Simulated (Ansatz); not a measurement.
## Geometry relaxation of Zn$_{16}$Se$_{17}$ (charge −1) (part 1 of 4)

Zn$_{16}$Se$_{17}$ (defect cell, 33 atoms in the cell, total charge −1), computed with DFT PBE, scalar-relativistic, plane waves, PAW, spin-polarised (Ansatz 0.2.0).

The structure derives from a Materials Project entry. It belongs to a series of runs on one base structure; here: Se interstitial, charge -1, atoms relaxed at the host's cell.

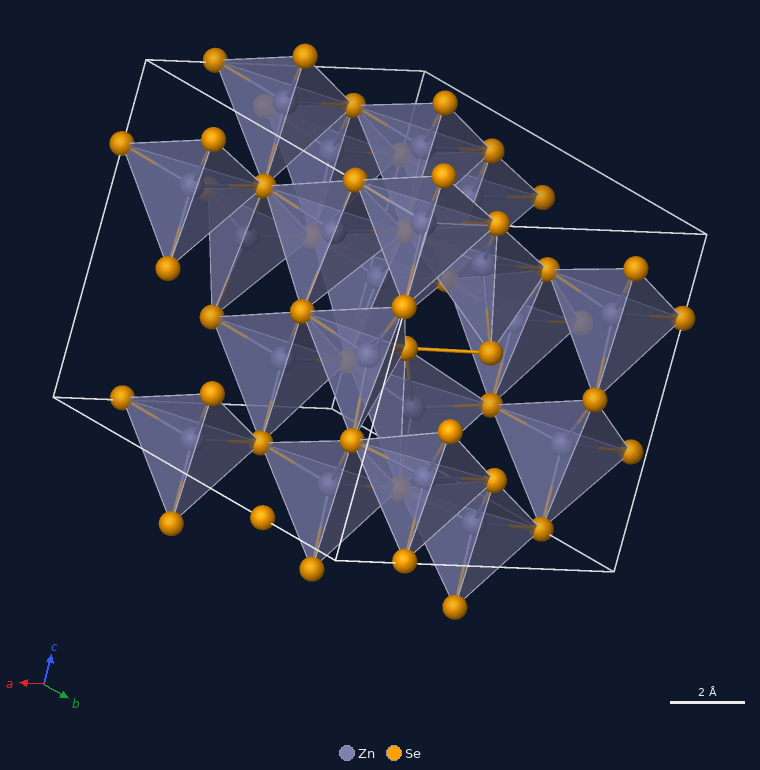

**Figure 1.** The input geometry (polyhedral view of the cell of the calculation, seen at an oblique angle; polyhedra are completed across the faces of the cell). An atom can appear more than once, as a periodic image.

Input
```yaml
crystal:
  lattice:
    - [5.7317611754, -5.7317611754, -5.7317611754]
    - [-5.7317611754, -5.7317611754, 5.7317611754]
    - [-5.7317611754, 5.7317611754, -5.7317611754]
  atoms:
    - { symbol: Zn, position: [0.2510769099, 0.2482294928, 0.5005264502], spin: 0.091 }
    - { symbol: Zn, position: [0.2332946173, 0.4477630725, 0.2112187306], spin: 0.091 }
    - { symbol: Zn, position: [0.2437332092, 0.7408437098, 0.0109590541] }
    - { symbol: Zn, position: [-0.0013979128, 0.2449200016, 0.7459582345] }
    - { symbol: Zn, position: [0.2488456857, -0.0037382299, 0.7530996346] }
    - { symbol: Zn, position: [0.0110203703, 0.4923392821, 0.4983221754] }
    - { symbol: Zn, position: [0.0122229919, 0.7460947624, 0.2555036831] }
    - { symbol: Zn, position: [0.7521399365, 0.2486435037, 0.0030498353] }
    - { symbol: Zn, position: [0.9867131946, 0.9747056391, 0.9877845528] }
    - { symbol: Zn, position: [0.7467016934, 0.5008824459, 0.7421914117], spin: 0.091 }
    - { symbol: Zn, position: [0.7836592245, 0.7415529318, 0.4899930691], spin: 0.091 }
    - { symbol: Zn, position: [0.4985167418, 0.2378243538, 0.2458555832], spin: 0.091 }
    - { symbol: Zn, position: [0.755804783, -0.0054147634, 0.2528274147] }
    - { symbol: Zn, position: [0.5024398658, 0.4910190933, -0.0042745459] }
    - { symbol: Zn, position: [0.4880897825, 0.761514737, 0.7806762913], spin: 0.091 }
    - { symbol: Zn, position: [0.5105025789, 0.0355991042, 0.5087711737] }
    - { symbol: Se, position: [0.0007507728, 0.2432915553, 0.499390686] }
    - { symbol: Se, position: [0.0083894326, 0.4907589178, 0.2476312865] }
    - { symbol: Se, position: [-0.0063555678, 0.7361973009, -0.000612602] }
    - { symbol: Se, position: [0.7600832445, 0.2605823795, 0.7596630339] }
    - { symbol: Se, position: [-0.002207688, -0.0049000844, 0.74907696] }
    - { symbol: Se, position: [0.7604208149, 0.4835022291, 0.4955904797], spin: 0.091 }
    - { symbol: Se, position: [0.7577791207, 0.7423668005, 0.2391167266] }
    - { symbol: Se, position: [0.5009283722, 0.2434725761, -0.0006214712] }
    - { symbol: Se, position: [0.7543090885, 0.0007828343, 0.0070372826] }
    - { symbol: Se, position: [0.5014151377, 0.5059279894, 0.752490718], spin: 0.091 }
    - { symbol: Se, position: [0.4134221715, 0.7947052858, 0.5356826572], spin: 0.091 }
    - { symbol: Se, position: [0.2352374969, 0.2110830453, 0.2340011341], spin: 0.091 }
    - { symbol: Se, position: [0.502845041, -0.0093699407, 0.2496764789] }
    - { symbol: Se, position: [0.2505843499, 0.4891995038, -0.0082487784] }
    - { symbol: Se, position: [0.2340819094, 0.7447085395, 0.7641038336] }
    - { symbol: Se, position: [0.2456062693, 0.0083884478, 0.5057165339] }
    - { symbol: Se, position: [0.5175918169, 0.6202610069, 0.461563684], spin: 0.091 }
  host:
    lattice:
      - [0.0, 2.8658805877, 2.8658805877]
      - [2.8658805877, 0.0, 2.8658805877]
      - [2.8658805877, 2.8658805877, 0.0]
    atoms:
      - { symbol: Zn, position: [0.0, 0.0, 0.0] }
      - { symbol: Se, position: [0.75, 0.75, 0.75] }
total_charge: -1
basis:
  ecutwfc: 420
  xc_grid: 2
kpoints:
  mp_grid: { grid: [2, 2, 2], shift: [0.5, 0.5, 0.5] }
hamiltonian:
  xc: pbe
scf:
  occupations: { method: gaussian, width: 0.01 }
output:
  forces: true
  stress: false
  eigenvalues: true
  populations: true
  charged_corrections:
    defect_position: [0.5, 0.5, 0.5]
    epsilon: [[10.789, 0.0, 0.0], [0.0, 10.789, 0.0], [0.0, 0.0, 10.789]]
  write_density: true
  write_potential: true
  elf: true
  volumetric_format: npy
magnetization:
  spin_polarized: true
relax:
  adjacent_minimum: "off"
  f_tol: 0.025
  max_steps: 45
```

Run on 4 threads of Intel Xeon @ 2.50GHz (Skylake/Cascade Lake), 189 GiB of memory available, shared host.

Launch command:
```bash
ansatz run input.yaml --threads 4 --pin off --max-ram 10240MiB --backend cpu --events-out ev --progress --plain --runs-dir out
```

Log
```
Engine: ansatz 0.2.0, x86_64-unknown-linux-gnu
Pseudopotentials: kind: paw
Pseudopotential: Zn, paw, valence charge 12, recommended cutoff 420 eV (normal), Zn.paw.azcp
Pseudopotential: Se, paw, valence charge 16, recommended cutoff 420 eV (normal), Se.paw.azcp
Functional definition: PBE
  parameter kappa = 0.804
  parameter beta = 0.06672455060314922
  exchange = pbe_x(kappa = kappa, mu = beta*pi^2/3)
  correlation = pbe_c(beta = beta)
Crystal: 33 atoms, lattice volume = 753.224 Å³
Basis set: ecut = 420 eV, 14771 PW (Γ), exchange–correlation on 144×144×144 points (8 copies of the dense FFT grid, shifted against one another)
Bands: 280, of which v1, the nominal top of the filled ones, is band 233 counted from 1 (232 counted from 0)
Symmetry: 1 space group operations
Space group: P1 (ITA 1), of the structure as read, at distance tolerance 9.1e-5 Å
Magnetic group: BNS 1.1 (UNI 1), of the structure as read, at distance tolerance 9.1e-5 Å
k-points: 4 of 8 (time reversal used)
Non-local potential: Zn, projectors of the file, l = 0: 2, l = 1: 2, l = 2: 3, l = 3: 1
Non-local potential: Se, projectors of the file, l = 0: 2, l = 1: 2, l = 2: 3, l = 3: 1
PAW form: soft (Blöchl's): semilocal exchange-correlation on the pseudo side does not see the compensation charge
PAW one-centre angular grid: Zn, 590 points (default); XC on 64 Gauss nodes
PAW one-centre angular grid: Se, 590 points (default); XC on 64 Gauss nodes
Initial density: superposition of atomic densities (chi_scale 0.1, normalization cell, long waves kept (reshape's long-wave potential 0.14 eV rms))
Starting moments: Σ|m| = 1.001 μB on 11 of 33 sites
Initial wavefunctions: pseudopotential atomic-orbital guess
Functional: x = pbe(κ = 0.804, μ = 0.2195149727645171), c = pbe(β = 0.06672455060314922)
SCF iter   1: F=—  HF=-146095.793838 eV  |F-HF|=—  |Δ(HF+E_count)|=         —  Δρ=2.75e-2 (↑2.53e-2 ↓2.75e-2)  dr2=1.60e1  dr2_m=1.52e-1  M=0.268 μB ∫|m|=0.276 μB  β_m=0.30  ethr=3.10e-3  ⟨swp⟩=6.0  Hψ=8716  notcnv=0  defer=2
preconditioner: auto → Kerker (q_TF=auto, 2.518 Å⁻¹)  [metal: Δε(μ)=0.012 eV  Ē_g=11.701 eV  σ=0.010 eV  W_gap=0.48  n_scr=200 (ndim 8)  ℏωp=23.2 eV  f_vac=0.064  D(μ)=48.40/eV (n_scr^D=530)]
spin=Collinear: Kerker preconditioning applied to the charge; magnetization (m = ρ↑ − ρ↓) channel mixes plain (no charge-response kernel on spin).
SCF iter   2: F=—  HF=-146092.670703 eV  |F-HF|=—  |Δ(HF+E_count)|=    3.12e0  Δρ=1.66e-2 (↑1.57e-2 ↓1.66e-2)  dr2=6.89e0  dr2_m=7.55e-2  M=0.262 μB ∫|m|=0.271 μB  β_m=0.30  ethr=3.10e-3  ⟨swp⟩=3.0  Hψ=3275  notcnv=0  defer=316
SCF iter   3: F=—  HF=-146090.523769 eV  |F-HF|=—  |Δ(HF+E_count)|=    2.15e0  Δρ=6.40e-3 (↑6.40e-3 ↓5.31e-3)  dr2=1.07e0  dr2_m=3.81e-2  M=0.023 μB ∫|m|=0.043 μB  β_m=0.30  ethr=1.48e-3  ⟨swp⟩=3.4  Hψ=3100  notcnv=0  defer=316
SCF iter   4: F=—  HF=-146090.171656 eV  |F-HF|=—  |Δ(HF+E_count)|=   3.52e-1  Δρ=3.18e-3 (↑3.18e-3 ↓2.28e-3)  dr2=1.73e-1  dr2_m=1.91e-2  M=0.002 μB ∫|m|=0.029 μB  β_m=0.30  ethr=2.30e-4  ⟨swp⟩=3.0  Hψ=3952  notcnv=0  defer=316
SCF iter   5: F=—  HF=-146090.172149 eV  |F-HF|=—  |Δ(HF+E_count)|=   4.93e-4  Δρ=2.42e-3 (↑2.42e-3 ↓1.79e-3)  dr2=1.14e-1  dr2_m=9.52e-3  M=0.001 μB ∫|m|=0.022 μB  β_m=0.30  ethr=3.71e-5  ⟨swp⟩=2.2  Hψ=1988  notcnv=0  defer=316
SCF iter   6: F=—  HF=-146090.140937 eV  |F-HF|=—  |Δ(HF+E_count)|=   3.12e-2  Δρ=1.41e-3 (↑9.68e-4 ↓1.41e-3)  dr2=1.94e-2  dr2_m=4.73e-3  M=0.001 μB ∫|m|=0.017 μB  β_m=0.30  ethr=2.45e-5  ⟨swp⟩=3.2  Hψ=3290  notcnv=0  defer=316
SCF iter   7: F=—  HF=-146090.155079 eV  |F-HF|=—  |Δ(HF+E_count)|=   1.41e-2  Δρ=1.10e-3 (↑6.84e-4 ↓1.10e-3)  dr2=9.98e-3  dr2_m=2.37e-3  M=0.000 μB ∫|m|=0.013 μB  β_m=0.30  ethr=4.17e-6  ⟨swp⟩=3.2  Hψ=3870  notcnv=0  defer=316
Mixer restart at iter 7: flushing history
spin-set hold released at iteration 7 (site moments contracting): the magnetisation degrees of freedom join the quasi-Newton model from the next iteration; the mixer history was flushed
SCF iter   8: F=—  HF=-146090.154118 eV  |F-HF|=—  |Δ(HF+E_count)|=   9.61e-4  Δρ=9.64e-4 (↑6.31e-4 ↓9.64e-4)  dr2=1.03e-2  dr2_m=1.18e-3  M=0.000 μB ∫|m|=0.010 μB  β_m=0.59  ethr=2.15e-6  ⟨swp⟩=2.0  Hψ=3668  notcnv=0  defer=316
preconditioner: auto → Resta (q_TF=auto, 2.518 Å⁻¹)  ε∞=5.5  [insulator: Δε(μ)=0.046 eV  Ē_g=10.917 eV  σ=0.010 eV  W_gap=1.00  n_scr=200 (ndim 8)  ℏωp=23.2 eV  f_vac=0.107  D(μ)=0.21/eV (n_scr^D=0)  ε∞_Penn≈5.5]
spin=Collinear: Resta preconditioning applied to the charge; magnetization (m = ρ↑ − ρ↓) channel mixes plain (no charge-response kernel on spin).
SCF iter   9: F=—  HF=-146090.154463 eV  |F-HF|=—  |Δ(HF+E_count)|=   3.45e-4  Δρ=1.74e-4 (↑1.74e-4 ↓1.38e-4)  dr2=1.12e-3  dr2_m=2.93e-5  M=0.000 μB ∫|m|=0.003 μB  β_m=0.54  ethr=2.15e-6  ⟨swp⟩=2.5  Hψ=3044  notcnv=0  defer=316
SCF iter  10: F=—  HF=-146090.153576 eV  |F-HF|=—  |Δ(HF+E_count)|=   8.87e-4  Δρ=7.95e-5 (↑7.95e-5 ↓7.76e-5)  dr2=4.82e-4  dr2_m=8.06e-7  M=0.000 μB ∫|m|=0.001 μB  β_m=0.66  ethr=2.41e-7  ⟨swp⟩=2.0  Hψ=3168  notcnv=0  defer=316
SCF iter  11: F=—  HF=-146090.153747 eV  |F-HF|=—  |Δ(HF+E_count)|=   1.70e-4  Δρ=4.88e-5 (↑4.76e-5 ↓4.88e-5)  dr2=1.39e-4  dr2_m=3.10e-8  M=0.000 μB ∫|m|=0.000 μB  β_m=0.76  ethr=1.04e-7  ⟨swp⟩=2.0  Hψ=3104  notcnv=0  defer=316
SCF iter  12: F=—  HF=-146090.153834 eV  |F-HF|=—  |Δ(HF+E_count)|=   8.72e-5  Δρ=1.61e-5 (↑1.61e-5 ↓1.61e-5)  dr2=1.21e-5  dr2_m=1.24e-7  M=0.000 μB ∫|m|=0.000 μB  β_m=0.88  ethr=3.36e-9  ⟨swp⟩=14.6  Hψ=21194  notcnv=0
SCF iter  13: F=-146090.153850 eV  HF=-146090.153853 eV  |F-HF|=3.59e-6  |Δ(HF+E_count)|=   1.96e-5  Δρ=1.22e-5 (↑1.22e-5 ↓1.15e-5)  dr2=2.94e-6  dr2_m=3.23e-9  M=-0.000 μB ∫|m|=0.000 μB  ethr=2.61e-9  ⟨swp⟩=11.0  Hψ=20186  notcnv=0
WARN: the starting moments were not kept: the SCF closed with an absolute magnetisation of 6.1e-5 μB, where they sum to 1.001 μB in size (11 sites). That is at most 0.1 of that sum. Measured as dr2_m measures the in/out step, that magnetisation stands 3.6e-11 eV from none, at or under the dr2_threshold of 1.6e-5 eV: it is no larger than a step whose dr2_m would equal this threshold. The system may hold no moment; this SCF shows only that its start led to no more than that. To try another start: raise the starting moments (crystal.atoms[].spin, magnetization.per_species, magnetization.initial_magnetization, or on a non-collinear deck that types none of these the spinor_matrix: blocks that start its atoms; where the total moment is fixed, keep their sum and leave initial_magnetization as it is; typed ones take the place of any that the run laid by itself, positive ones on a crystal's lanthanoids without a Hubbard term where scf.initial_density.shell_occupations: [] is typed) or, if the notice of its spin-set hold's release reads "site moments contracting" or "site moments show no strong build", lengthen the hold (scf.mixing.spin_hold: { on: { confirm: 4 } }; for m-r²SCAN on two components see the key's manual first). Each may lead to a state that holds a moment. A second SCF, from the converged charge density, with the starting moments and any scf.initial_density.shell_occupations laid on it anew, would have followed, and was not run: the deck does not ask for one (magnetization.retry_lost_moments is false, the default). To let it run, set magnetization.retry_lost_moments: true and run the deck again, where that key's refused combinations let it; where memory then withholds it, that run's warning says so.
SCF 1 converged in 13 iterations: F = -146090.153850 eV  dr2 = 2.94e-6
  greatest PAW one-centre occupation: 1.000 electrons in one spin orbital (limit 2), on the Se atom at site 32 (counted from 0), in its partial waves of l = 2
relax step   1: F+E_penalty+E_count = -146090.15384986 eV  Δ(F+E_penalty+E_count) = +0.000e0 eV  max|allowed force component| = 7.269e-1 eV/Å  Δτ_max = 0.0000 Å  (13 SCF iters, dr2 threshold 1.56e-5 eV, accepted)
Initial density: handed on by an earlier stage of this run
Starting moments: Σ|m| = 1.001 μB on 11 of 33 sites; this step starts from the density that it was given
Initial wavefunctions: those handed on with the density
iter 1 solved again at ethr=1.13e-5 eV; its pass at ethr=3.10e-3 eV (dr2=5.26e-2 eV) is discarded
SCF iter   1: F=—  HF=-146090.228704 eV  |F-HF|=—  |Δ(HF+E_count)|=         —  Δρ=1.16e-3 (↑1.16e-3 ↓1.15e-3)  dr2=5.72e-2  dr2_m=6.38e-4  M=-0.000 μB ∫|m|=0.005 μB  β_m=0.30  ethr=1.13e-5  ⟨swp⟩=2.2  Hψ=5622  notcnv=0  defer=328
preconditioner: auto → Resta (q_TF=auto, 2.518 Å⁻¹)  ε∞=5.5  [insulator: Δε(μ)=0.044 eV  Ē_g=10.913 eV  σ=0.010 eV  W_gap=1.00  n_scr=200 (ndim 8)  ℏωp=23.2 eV  f_vac=0.108  D(μ)=0.40/eV (n_scr^D=0)  ε∞_Penn≈5.5]
spin=Collinear: Resta preconditioning applied to the charge; magnetization (m = ρ↑ − ρ↓) channel mixes plain (no charge-response kernel on spin).
SCF iter   2: F=—  HF=-146090.220638 eV  |F-HF|=—  |Δ(HF+E_count)|=   8.07e-3  Δρ=7.60e-4 (↑7.60e-4 ↓7.59e-4)  dr2=1.81e-2  dr2_m=3.19e-4  M=-0.000 μB ∫|m|=0.004 μB  β_m=0.50  ethr=1.13e-5  ⟨swp⟩=2.5  Hψ=2086  notcnv=0  defer=328
SCF iter   3: F=—  HF=-146090.216333 eV  |F-HF|=—  |Δ(HF+E_count)|=   4.30e-3  Δρ=1.90e-4 (↑1.85e-4 ↓1.90e-4)  dr2=8.19e-4  dr2_m=2.05e-5  M=-0.000 μB ∫|m|=0.002 μB  β_m=0.58  ethr=3.90e-6  ⟨swp⟩=3.0  Hψ=3252  notcnv=0  defer=328
SCF iter   4: F=—  HF=-146090.216395 eV  |F-HF|=—  |Δ(HF+E_count)|=   6.16e-5  Δρ=7.18e-5 (↑6.90e-5 ↓7.18e-5)  dr2=1.58e-4  dr2_m=5.59e-7  M=-0.000 μB ∫|m|=0.001 μB  β_m=0.67  ethr=1.76e-7  ⟨swp⟩=2.0  Hψ=3438  notcnv=0  defer=328
SCF iter   5: F=—  HF=-146090.216428 eV  |F-HF|=—  |Δ(HF+E_count)|=   3.33e-5  Δρ=4.27e-5 (↑4.26e-5 ↓4.27e-5)  dr2=4.34e-5  dr2_m=1.99e-8  M=-0.000 μB ∫|m|=0.000 μB  β_m=0.60  ethr=3.39e-8  ⟨swp⟩=2.0  Hψ=3174  notcnv=0  defer=328
SCF iter   6: F=-146090.216417 eV  HF=-146090.216415 eV  |F-HF|=1.22e-6  |Δ(HF+E_count)|=   1.25e-5  Δρ=1.27e-5 (↑1.27e-5 ↓1.26e-5)  dr2=6.72e-6  dr2_m=3.04e-8  M=-0.000 μB ∫|m|=0.000 μB  ethr=7.10e-9  ⟨swp⟩=15.2  Hψ=21708  notcnv=0
the starting moments were not kept: the SCF closed with an absolute magnetisation of 8.0e-5 μB, where they sum to 1.001 μB in size (11 sites). That is at most 0.1 of that sum. Measured as dr2_m measures the in/out step, that magnetisation stands 1.3e-10 eV from none, at or under the dr2_threshold of 3.3e-5 eV: it is no larger than a step whose dr2_m would equal this threshold.
SCF 2 converged in 6 iterations: F = -146090.216417 eV  dr2 = 6.72e-6
[... from here on the iterations of each SCF are left out, up to the last one ...]
relax step   2: F+E_penalty+E_count = -146090.21641664 eV  Δ(F+E_penalty+E_count) = -6.257e-2 eV  max|allowed force component| = 2.809e-1 eV/Å  Δτ_max = 0.0446 Å  (6 SCF iters, dr2 threshold 3.30e-5 eV, accepted)
[... from here on the SCF iterations and repeated set-up lines of each step are left out, up to the last step ...]
SCF 3 converged in 8 iterations: F = -146090.235409 eV  dr2 = 2.31e-6
relax step   3: F+E_penalty+E_count = -146090.23540916 eV  Δ(F+E_penalty+E_count) = -1.899e-2 eV  max|allowed force component| = 2.775e-1 eV/Å  Δτ_max = 0.1120 Å  (8 SCF iters, dr2 threshold 4.93e-6 eV, accepted)
SCF 4 converged in 7 iterations: F = -146090.262962 eV  dr2 = 4.16e-6
relax step   4: F+E_penalty+E_count = -146090.26296179 eV  Δ(F+E_penalty+E_count) = -2.755e-2 eV  max|allowed force component| = 2.685e-1 eV/Å  Δτ_max = 0.0687 Å  (7 SCF iters, dr2 threshold 1.15e-5 eV, accepted)
SCF 5 converged in 6 iterations: F = -146090.246085 eV  dr2 = 5.21e-5
relax step   5: F+E_penalty+E_count = -146090.24608506 eV  Δ(F+E_penalty+E_count) = +1.688e-2 eV  max|allowed force component| = 3.696e-1 eV/Å  Δτ_max = 0.1921 Å  (6 SCF iters, dr2 threshold 6.75e-5 eV, rejected (line search))
SCF 6 converged in 10 iterations: F = -146090.289736 eV  dr2 = 5.13e-8
relax step   6: F+E_penalty+E_count = -146090.28973606 eV  Δ(F+E_penalty+E_count) = -2.677e-2 eV  max|allowed force component| = 1.454e-1 eV/Å  Δτ_max = 0.0607 Å  (10 SCF iters, accepted)
SCF 7 converged in 7 iterations: F = -146090.297508 eV  dr2 = 1.88e-6
relax step   7: F+E_penalty+E_count = -146090.29750769 eV  Δ(F+E_penalty+E_count) = -7.772e-3 eV  max|allowed force component| = 2.495e-1 eV/Å  Δτ_max = 0.0957 Å  (7 SCF iters, dr2 threshold 6.19e-6 eV, accepted)
SCF 8 converged in 7 iterations: F = -146090.318708 eV  dr2 = 4.64e-6
relax step   8: F+E_penalty+E_count = -146090.31870833 eV  Δ(F+E_penalty+E_count) = -2.120e-2 eV  max|allowed force component| = 1.102e-1 eV/Å  Δτ_max = 0.1500 Å  (7 SCF iters, dr2 threshold 1.82e-5 eV, accepted)
SCF 9 converged in 8 iterations: F = -146090.325591 eV  dr2 = 1.68e-6
relax step   9: F+E_penalty+E_count = -146090.32559133 eV  Δ(F+E_penalty+E_count) = -6.883e-3 eV  max|allowed force component| = 2.313e-1 eV/Å  Δτ_max = 0.1498 Å  (8 SCF iters, dr2 threshold 2.37e-6 eV, accepted)
SCF 10 converged in 6 iterations: F = -146090.354546 eV  dr2 = 4.36e-6
relax step  10: F+E_penalty+E_count = -146090.35454617 eV  Δ(F+E_penalty+E_count) = -2.895e-2 eV  max|allowed force component| = 1.910e-2 eV/Å  Δτ_max = 0.0814 Å  (6 SCF iters, dr2 threshold 1.04e-5 eV, accepted)
iter 1 solved again at ethr=9.38e-10 eV; its pass at ethr=3.10e-3 eV (dr2=4.36e-6 eV) is discarded
SCF iter   1: F=—  HF=-146090.354544 eV  |F-HF|=—  |Δ(HF+E_count)|=         —  Δρ=9.75e-6 (↑9.75e-6 ↓9.60e-6)  dr2=4.36e-6  dr2_m=1.52e-9  M=0.000 μB ∫|m|=0.000 μB  β_m=0.30  ethr=9.38e-10  ⟨swp⟩=1.0  Hψ=5216  notcnv=0
preconditioner: auto → Resta (q_TF=auto, 2.518 Å⁻¹)  ε∞=5.6  [insulator: Δε(μ)=0.253 eV  Ē_g=10.883 eV  σ=0.010 eV  W_gap=1.00  n_scr=200 (ndim 8)  ℏωp=23.2 eV  f_vac=0.112  D(μ)=0.00/eV (n_scr^D=0)  ε∞_Penn≈5.6]
spin=Collinear: Resta preconditioning applied to the charge; magnetization (m = ρ↑ − ρ↓) channel mixes plain (no charge-response kernel on spin).
SCF iter   2: F=—  HF=-146090.354545 eV  |F-HF|=—  |Δ(HF+E_count)|=   1.02e-6  Δρ=7.71e-6 (↑7.71e-6 ↓7.60e-6)  dr2=2.97e-6  dr2_m=7.65e-10  M=0.000 μB ∫|m|=0.000 μB  β_m=0.65  ethr=9.38e-10  ⟨swp⟩=1.5  Hψ=1906  notcnv=0
SCF iter   3: F=—  HF=-146090.354547 eV  |F-HF|=—  |Δ(HF+E_count)|=   2.44e-6  Δρ=4.29e-6 (↑4.29e-6 ↓4.29e-6)  dr2=6.96e-7  dr2_m=5.76e-12  M=0.000 μB ∫|m|=0.000 μB  β_m=0.61  ethr=6.38e-10  ⟨swp⟩=2.0  Hψ=3082  notcnv=0
SCF iter   4: F=-146090.354547 eV  HF=-146090.354547 eV  |F-HF|=3.43e-8  |Δ(HF+E_count)|=   2.66e-7  Δρ=1.45e-6 (↑1.45e-6 ↓1.44e-6)  dr2=8.38e-8  dr2_m=2.65e-11  M=0.000 μB ∫|m|=0.000 μB  ethr=2.15e-11  ⟨swp⟩=7.2  Hψ=14534  notcnv=0
the starting moments were not kept: the SCF closed with an absolute magnetisation of 2.7e-6 μB, where they sum to 1.001 μB in size (11 sites). That is at most 0.1 of that sum. Measured as dr2_m measures the in/out step, that magnetisation stands 8.2e-14 eV from none, at or under the dr2_threshold of 1.0e-7 eV: it is no larger than a step whose dr2_m would equal this threshold.
SCF 11 converged in 4 iterations: F = -146090.354547 eV  dr2 = 8.38e-8
relax step  11: F+E_penalty+E_count = -146090.35454744 eV  Δ(F+E_penalty+E_count) = -1.264e-6 eV  max|allowed force component| = 1.904e-2 eV/Å  Δτ_max = 0.0000 Å  (4 SCF iters, accepted)
```

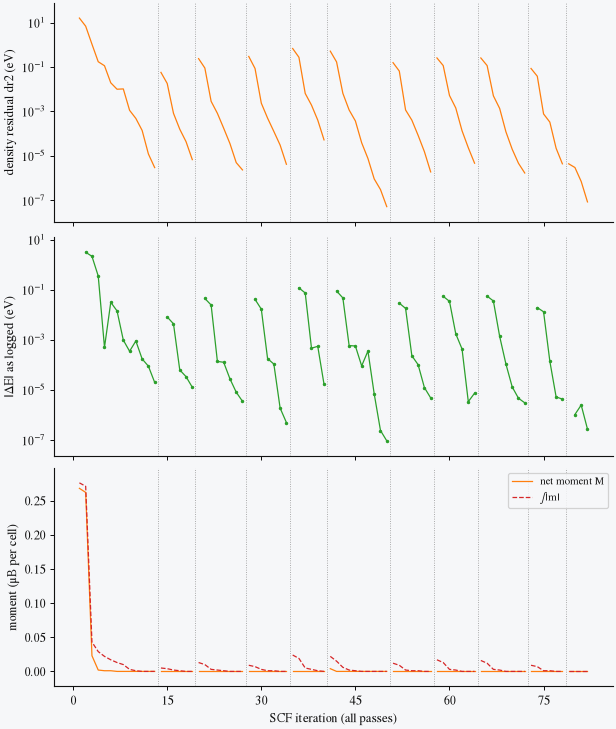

**Figure 2.** Convergence of the self-consistent field: density residual dr2, size of the energy change and magnetic moment against the SCF iteration. The dotted lines part the SCF passes of the relaxation: geometry steps, rejected trials and re-solves on a re-selected basis. The 11 passes take 4 to 13 iterations each, 82 in all. The net moment goes from 0.3 to 0.0 μB per cell, and ∫|m| falls to zero.
